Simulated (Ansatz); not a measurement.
## Two runs on Ta

System: Ta (Immm, 1 atom in the cell).
Method of the first run: DFT r2SCAN, scalar-relativistic, plane waves, PAW, no spin polarisation (Ansatz 0.2.0).

The structure derives from an entry of the Crystallography Open Database. Text and figures count atoms from 1; the logs count them from 0 in places.

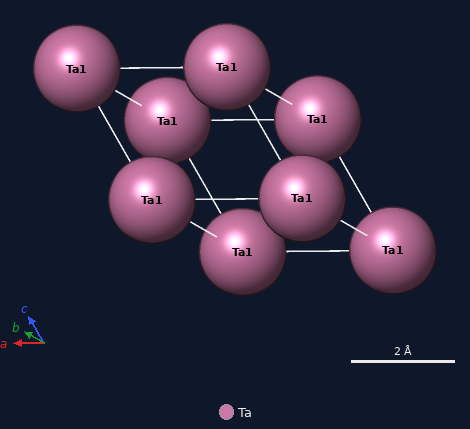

Figure 1. The structure as given in the input (spheres-only view of the reduced cell, seen at an oblique angle; atoms are numbered from 1 in the order of the input). An atom can appear more than once, as a periodic image.

### Input file, the first run
```yaml
crystal:
  lattice:
    - [0.0157794642, 2.1039285555, 2.1039285555]
    - [2.1197080197, 0.0, 2.1197080197]
    - [2.1039285555, 2.1039285555, 0.0157794642]
  atoms:
    - { symbol: Ta, position: [0.0, 0.0, 0.0] }
basis:
  ecutwfc: 500
kpoints:
  mp_grid: { grid: [24, 24, 24] }
hamiltonian:
  xc: r2scan
scf:
  occupations: { method: gaussian, width: 0.15 }
output:
  forces: true
  stress: true
  eigenvalues: true
```

Launched with:
```bash
ansatz run input.yaml --threads 1 --pin off --max-ram 2560MiB --backend cpu --events-out ev --progress --plain --runs-dir out
```

Hardware: 1 thread of AMD EPYC (Zen 5), 32 GiB of memory available, shared host.

### Output, shortened to warnings, some set-up lines, iterations and results (the first run)
```
Basis set: ecut = 500 eV, 487 PW (Γ), exchange–correlation on 96×96×96 points (64 copies of the dense FFT grid, shifted against one another)
Symmetry: 8 space group operations
k-points: 1963 of 13824
Initial density: superposition of atomic densities (neutral atoms: chi_scale 0, normalization atom), corrected by the library's trained network
[...]
SCF iter   1: F=—  HF=-9944.062031 eV  |F-HF|=—  |Δ(HF+E_count)|=         —  Δρ=6.75e-3  dr2=2.50e-3  dr2_τ=1.59e-2  ethr=1.77e-3  ⟨swp⟩=5.2  Hψ=126191  notcnv=0
SCF iter   2: F=—  HF=-9944.080286 eV  |F-HF|=—  |Δ(HF+E_count)|=   1.83e-2  Δρ=4.22e-3  dr2=1.12e-3  dr2_τ=2.94e-4  ethr=1.92e-5  ⟨swp⟩=2.6  Hψ=48974  notcnv=0
SCF iter   3: F=—  HF=-9944.081308 eV  |F-HF|=—  |Δ(HF+E_count)|=   1.02e-3  Δρ=1.22e-3  dr2=1.31e-4  dr2_τ=4.58e-5  ethr=8.59e-6  ⟨swp⟩=2.0  Hψ=32060  notcnv=0
SCF iter   4: F=—  HF=-9944.081395 eV  |F-HF|=—  |Δ(HF+E_count)|=   8.70e-5  Δρ=3.55e-4  dr2=1.05e-5  dr2_τ=2.27e-6  ethr=1.01e-6  ⟨swp⟩=2.0  Hψ=32080  notcnv=0
SCF iter   5: F=—  HF=-9944.081400 eV  |F-HF|=—  |Δ(HF+E_count)|=   4.90e-6  Δρ=1.18e-4  dr2=1.15e-6  dr2_τ=2.48e-7  ethr=8.08e-8  ⟨swp⟩=1.5  Hψ=24652  notcnv=0
SCF iter   6: F=-9944.081400 eV  HF=-9944.081400 eV  |F-HF|=9.13e-10  |Δ(HF+E_count)|=   4.95e-7  Δρ=5.63e-6  dr2=2.81e-9  dr2_τ=6.77e-11  ethr=7.69e-10  ⟨swp⟩=3.7  Hψ=85896  …
SCF 1 converged in 6 iterations: F = -9944.081400 eV  dr2 = 2.81e-9
SCF converged after 6 iterations
Free energy (F): -9944.081400 eV
Harris-Foulkes:  -9944.081400 eV  (|F-HF|=9.13e-10)
Internal energy: -9944.069361 eV  (E = F + TS)
E sigma→0 (E₀):  -9944.075380 eV
Entropy (-TS):   -0.012040 eV (-12.040 meV/atom)
Fermi energy:    18.195227 eV
--- Per-component energies (eV) ---
  E_band       = -125.815652
  E_kinetic    = 365.981677
  E_local      = -566.399253  (includes V_loc(G=0)·N_el)
  E_nonlocal   = 14.341979
  E_hartree    = 195.316534
  E_xc         = -204.083338
  E_vxc        = -221.462665  (∫ρ·V_xc dr)
  E_paw        = -8422.689627  (= ΣΔE_a)
  E_vpaw       = -120.019548  (= ΣTr[D̂ρ^β])
  E_aug_tail   = 0.000084  (compensation charges beyond the density's cutoff)
  E_vtau       = 11.109516  (kinetic-family band-sum trace: ∫τ·v_τ [+ j·A + Jᵃ·Aᵃ] dr)
  E_ewald      = -1325.781137
  E_core_change = -0.756280  (= ΣΔE_core)
  E_smearing   = -0.012040  (= −TS)
  E_closure    = 0.000000  (closes the sum)
  Σ components = -9944.081400   (vs F -9944.081400, Δ=0.00e0)
--- Forces (eV/Å), atoms counted from 1 ---
  atom   1  Ta    -0.00000000     0.00000000     0.00000000
  max |Σ_I F_I| component: 1.54e-32 eV/Å
--- Stress (GPa, compression-positive) ---
        0.060604       0.000000      -1.217221
        0.000000      -0.043928       0.000000
       -1.217221       0.000000       0.060604
  P = ⅓ Tr σ = 0.0258 GPa (0.258 kbar)
```

The input of the second run differs as follows (lines with − go, lines with + come):
```diff
-    - [0.0157794642, 2.1039285555, 2.1039285555]
-    - [2.1197080197, 0.0, 2.1197080197]
-    - [2.1039285555, 2.1039285555, 0.0157794642]
+    - [-0.0210392856, 2.1039285555, 2.1039285555]
+    - [2.0828892699, 0.0, 2.0828892699]
+    - [2.1039285555, 2.1039285555, -0.0210392856]
+  write_density: true
+  write_potential: true
+  elf: true
+  volumetric_format: npy
```

Predict how the results change.

With the same functional and potentials, the second run lies 0.8 meV per atom higher. The number of SCF iterations is the same.

### Output, shortened to warnings, some set-up lines, iterations and results (the second run)
```
Basis set: ecut = 500 eV, 487 PW (Γ), exchange–correlation on 96×96×96 points (64 copies of the dense FFT grid, shifted against one another)
Symmetry: 8 space group operations
k-points: 1963 of 13824
Initial density: superposition of atomic densities (neutral atoms: chi_scale 0, normalization atom), corrected by the library's trained network
[...]
SCF iter   1: F=—  HF=-9944.061221 eV  |F-HF|=—  |Δ(HF+E_count)|=         —  Δρ=6.75e-3  dr2=2.49e-3  dr2_τ=1.59e-2  ethr=1.77e-3  ⟨swp⟩=5.1  Hψ=126247  notcnv=0
SCF iter   2: F=—  HF=-9944.079168 eV  |F-HF|=—  |Δ(HF+E_count)|=   1.79e-2  Δρ=4.75e-3  dr2=1.51e-3  dr2_τ=3.40e-4  ethr=1.91e-5  ⟨swp⟩=2.9  Hψ=50005  notcnv=0
SCF iter   3: F=—  HF=-9944.080572 eV  |F-HF|=—  |Δ(HF+E_count)|=   1.40e-3  Δρ=6.11e-4  dr2=2.90e-5  dr2_τ=4.98e-5  ethr=1.17e-5  ⟨swp⟩=3.0  Hψ=35823  notcnv=0
SCF iter   4: F=—  HF=-9944.080574 eV  |F-HF|=—  |Δ(HF+E_count)|=   2.43e-6  Δρ=3.63e-4  dr2=8.22e-6  dr2_τ=3.91e-6  ethr=2.23e-7  ⟨swp⟩=2.2  Hψ=28144  notcnv=0
SCF iter   5: F=—  HF=-9944.080580 eV  |F-HF|=—  |Δ(HF+E_count)|=   5.06e-6  Δρ=4.33e-5  dr2=1.09e-7  dr2_τ=1.54e-8  ethr=6.32e-8  ⟨swp⟩=2.4  Hψ=34798  notcnv=0
SCF iter   6: F=-9944.080580 eV  HF=-9944.080580 eV  |F-HF|=8.75e-9  |Δ(HF+E_count)|=   4.45e-8  Δρ=1.10e-5  dr2=1.13e-8  dr2_τ=2.72e-9  ethr=7.69e-10  ⟨swp⟩=9.5  Hψ=128410  …
SCF 1 converged in 6 iterations: F = -9944.080580 eV  dr2 = 1.13e-8
SCF converged after 6 iterations
Free energy (F): -9944.080580 eV
Harris-Foulkes:  -9944.080580 eV  (|F-HF|=8.75e-9)
Internal energy: -9944.068440 eV  (E = F + TS)
E sigma→0 (E₀):  -9944.074510 eV
Entropy (-TS):   -0.012139 eV (-12.139 meV/atom)
Fermi energy:    18.194980 eV
--- Per-component energies (eV) ---
  E_band       = -125.797350
  E_kinetic    = 365.987689
  E_local      = -566.434844  (includes V_loc(G=0)·N_el)
  E_nonlocal   = 14.347832
  E_hartree    = 195.339046
  E_xc         = -204.083974
  E_vxc        = -221.465146  (∫ρ·V_xc dr)
  E_paw        = -8422.691528  (= ΣΔE_a)
  E_vpaw       = -120.022165  (= ΣTr[D̂ρ^β])
  E_aug_tail   = 0.000084  (compensation charges beyond the density's cutoff)
  E_vtau       = 11.110592  (kinetic-family band-sum trace: ∫τ·v_τ [+ j·A + Jᵃ·Aᵃ] dr)
  E_ewald      = -1325.776465
  E_core_change = -0.756280  (= ΣΔE_core)
  E_smearing   = -0.012139  (= −TS)
  E_closure    = -0.000000  (closes the sum)
  Σ components = -9944.080580   (vs F -9944.080580, Δ=0.00e0)
--- Forces (eV/Å), atoms counted from 1 ---
  atom   1  Ta    -0.00000000    -0.00000000     0.00000000
  max |Σ_I F_I| component: 6.16e-33 eV/Å
--- Stress (GPa, compression-positive) ---
        0.095798      -0.000000       1.599380
       -0.000000      -0.090455      -0.000000
        1.599380      -0.000000       0.095798
  P = ⅓ Tr σ = 0.0337 GPa (0.337 kbar)
```

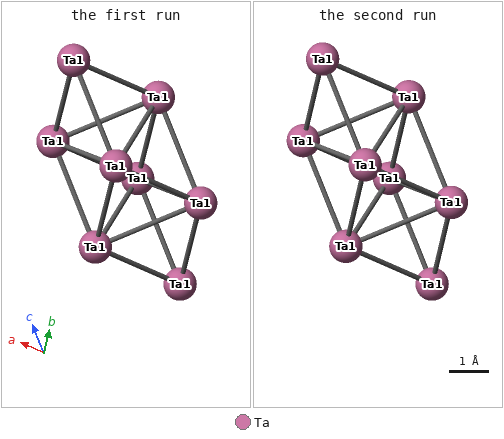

Figure 2. The two input geometries at one scale (ball-and-stick view of the reduced cell, seen at an oblique angle). No atom moves by more than 0.005 Å relative to the cell. The drawn cell changes at constant volume: a 2.953 → 3.005 Å (+1.8 %), b = c stay at 2.975 Å, α 60.5° → 59.3°, β 60.2° → 59.7°, γ 60.2° → 59.7°. Among the contacts that change: Ta1–Ta1 2.998 → 2.946 Å.

### The two runs side by side

| quantity | the first run | the second run |
| --- | --- | --- |
| outcome | converged | converged |
| free energy per atom (eV) | −9944.0814 | −9944.0806 |
| energy per atom, smearing taken to zero (eV) | −9944.0754 | −9944.0745 |
| gap on the mesh (eV) | 0.00 | 0.00 |
| pressure (GPa) | 0.03 | 0.03 |
| largest force (eV/Å) | 0.000 | 0.000 |
| SCF iterations | 6 | 6 |
| irreducible k-points | 1963 | 1963 |
| plane waves at Γ | 487 | 487 |
| wall time (shared host) | 16 s | 23 s |

For both runs: Spin–orbit coupling is left out, which matters for Ta.
